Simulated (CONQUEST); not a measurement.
## A series of single points on NaH

System: NaH (Fm-3m, 4 atoms in the cell).
Method: Kohn-Sham DFT of a periodic cell, PBEsol, PseudoDojo NC PBEsol, no spin polarisation (CONQUEST 1.3).

The 7 runs differ only in the geometry, by an even scaling of the cell at fixed fractional positions. The structure derives from an entry of the Crystallography Open Database.

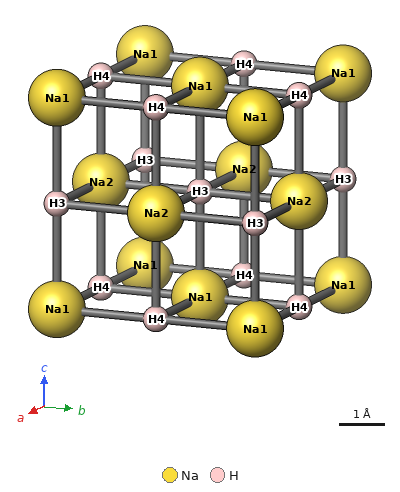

Figure 1. The structure of run 4 (ball-and-stick view of the cell 2 times as large as that of the calculation, set on its symmetry axes, seen slightly off an axis; atoms are numbered from 1 in the order of the input). An atom can appear more than once, as a periodic image.

**Input of run 4**
```
IO.Title NaH
IO.Coordinates coords.dat
IO.FractionalAtomicCoords T
IO.Iprint 2
IO.Iprint_init 1
General.NumberOfSpecies 2
General.PseudopotentialType hamann
AtomMove.TypeOfRun static
AtomMove.FullStress T
Grid.PointsAlongX 36
Grid.PointsAlongY 36
Grid.PointsAlongZ 48
DM.SolutionMethod diagon
Diag.MPMesh T
Diag.GammaCentred T
Diag.MPMeshX 8
Diag.MPMeshY 8
Diag.MPMeshZ 6
Diag.kT 0.00183747
minE.SCTolerance 1e-6
SC.MaxIters 100
IO.AtomChargeOutput T
%block ChemicalSpeciesLabel
1 22.990 Na
2 1.010 H
%endblock
```

Command:
```bash
OMP_NUM_THREADS=1 Conquest
```

Lattice vectors (Å) and fractional positions of run 4:
```
   3.450681    0.000000    0.000000
   0.000000    3.450681    0.000000
   0.000000    0.000000    4.880000
Na  0.000000  0.000000  0.000000
Na  0.500000  0.500000  0.500000
H   0.000000  0.000000  0.500000
H   0.500000  0.500000  0.000000
```

Run 3 has the same physical settings and fractional positions; its lattice vectors (Å) are:
```
   3.427521    0.000000    0.000000
   0.000000    3.427521    0.000000
   0.000000    0.000000    4.847247
```

**Results, with one run withheld**

```tsv
run	volume per atom (Å³)	free energy per atom, from the lowest run given (meV)	pressure (GPa)	gap on the mesh (eV)
1	13.655	0.00	0.02	3.63
2	13.946	0.44	−0.46	3.59
3	14.236	?	?	?
4	14.527	3.73	−1.32	3.52
5	14.817	6.57	−1.74	3.49
6	15.108	10.01	−2.06	3.46
7	15.398	14.03	−2.35	3.43
```

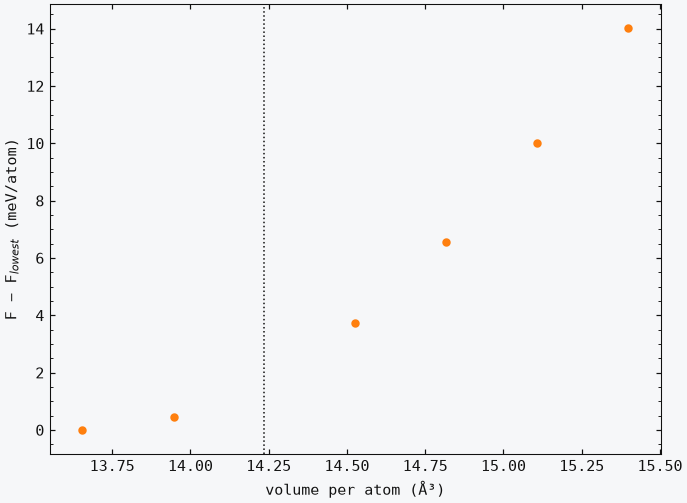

Figure 2. Free energy per atom of the runs given; the dotted line marks run 3.

Estimate the energy of run 3 from the others.

A cubic polynomial in V^(−2/3) (the Birch–Murnaghan form), fitted to the 6 runs given, misses them by at most 0.04 meV per atom. With x = V^(−2/3) − 0.16776 Å⁻², it reads F = 3.9909 − 1122.5 x + 79988 x² − 1.2954e+05 x³ (meV per atom). At run 3 it gives 1.69 meV per atom, and the run itself gives 1.69. The slope of the fit gives a pressure −dF/dV of −0.93 GPa there, and the run prints −0.91 GPa. The fit has its minimum at 13.671 Å³ per atom, where V d²F/dV² gives 24.6 GPa: the bulk modulus at this level, since symmetry fixes the shape and the positions. The gap on the mesh goes, without turning, from 3.63 eV in run 1 to 3.43 eV in run 7; run 3 has 3.56 eV. These are gaps of this functional on this mesh, which can miss the band edges; they aren't the measured gap.

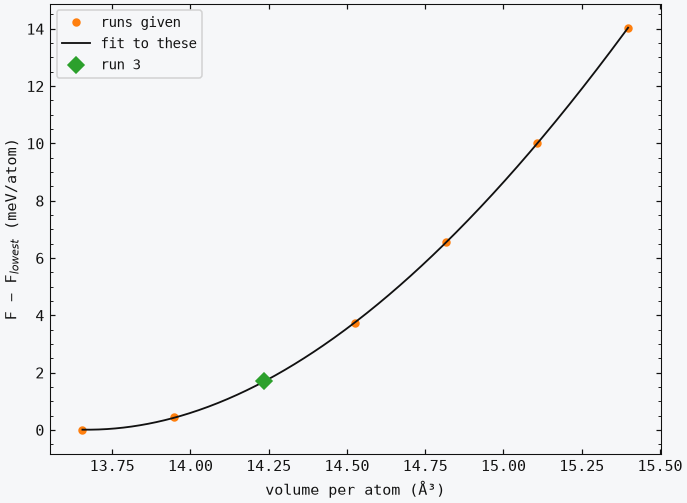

Figure 3. The fit and the withheld run.

**Some lines of the output (run 3)**
```
[...]
      Using Fermi-Dirac smearing
          DFT Total Energy                 :       -92.404379377494294 Ha
          DFT Total Energy                 :       -92.421965424002337 Ha
          DFT Total Energy                 :       -92.423061803049706 Ha
          DFT Total Energy                 :       -92.423068573016081 Ha
          DFT Total Energy                 :       -92.423068583284902 Ha
          DFT Total Energy                 :       -92.423068664618356 Ha
      |* DFT total energy        =       -92.423068664618356 Ha
    force: Average pressure:     -0.90993545 GPa
```

Notes: With a small basis of atomic orbitals these values can differ much from converged plane-wave results.
